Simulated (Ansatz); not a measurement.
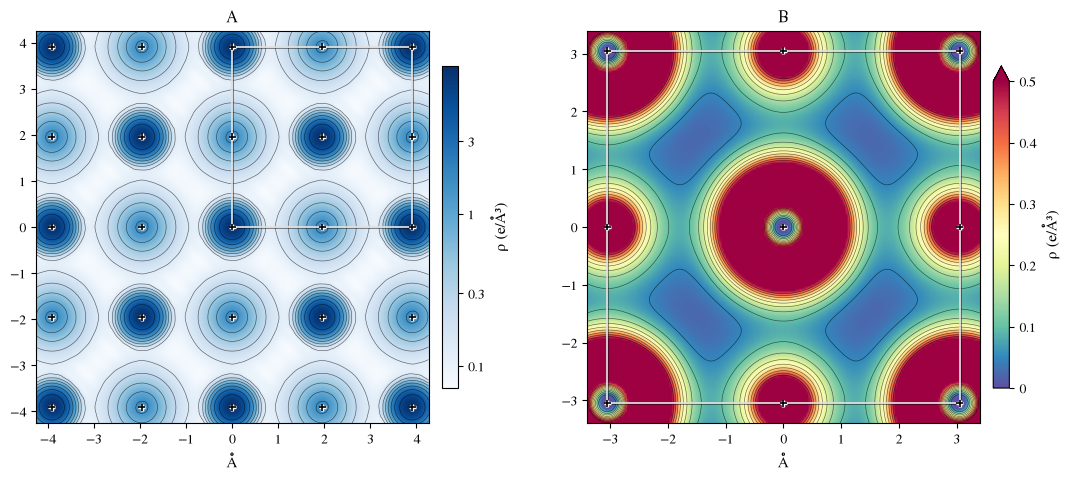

The valence charge density (pseudo) of 2 systems, each on a plane through atoms (crosses mark nuclei in the plane).

The calculation used DFT LDA, scalar-relativistic, plane waves, PAW in Ansatz 0.2.0.

System 1: LiH, the (100) plane of the conventional cell. Space group Fm-3m.

```xyz
8
Lattice="3.9113 0.0000 0.0000 0.0000 3.9113 0.0000 0.0000 0.0000 3.9113" Properties=species:S:1:pos:R:3 pbc="T T T"
Li    0.0000    0.0000    0.0000
Li    1.9557    1.9557    0.0000
Li    1.9557    0.0000    1.9557
Li    0.0000    1.9557    1.9557
H     1.9557    0.0000    0.0000
H     0.0000    1.9557    0.0000
H     0.0000    0.0000    1.9557
H     1.9557    1.9557    1.9557
```

System 2: CsH, the (001) plane of the conventional cell. Space group Fm-3m.

> Match each panel to its system.

Panel A is system 1, LiH: the plane holds Li and H. Li–H (1.96 Å): ρ is about 0.14 e/Å³ halfway. Panel B is system 2, CsH: the plane holds Cs and H. Cs–H (3.05 Å): ρ is about 0.13 e/Å³ halfway.
